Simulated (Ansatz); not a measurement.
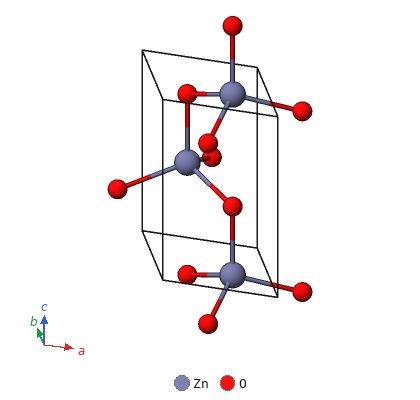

ZnO, space group P6_3mc (No. 186), a = 3.279 Å, b = 3.279 Å, c = 5.293 Å, α = 90.00°, β = 90.00°, γ = 120.00°. Geometry: the structure of a calculation's input, shown in its standard cell. Forms under 0.4 % of the area are left out. Forms are taken in the Laue class: a face and its opposite count as one form.

Estimate the growth shape by the BFDH rule (face distance proportional to 1/d, absences counted).

Answer. The forms computed, by share of the surface:

```
 form  faces  d (Å)  share of area (%)
{100}      6  2.840               40.9
{101}     12  2.503               39.7
{002}      2  2.647               19.3
```

The crystal is roughly equant (blocky). Widths along a, b and c stand as 1.00 : 1.00 : 0.93.

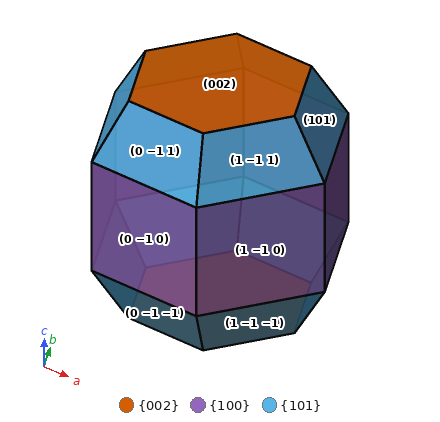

The computed shape, faces indexed. The rule is geometric and ignores bonding and growth conditions.
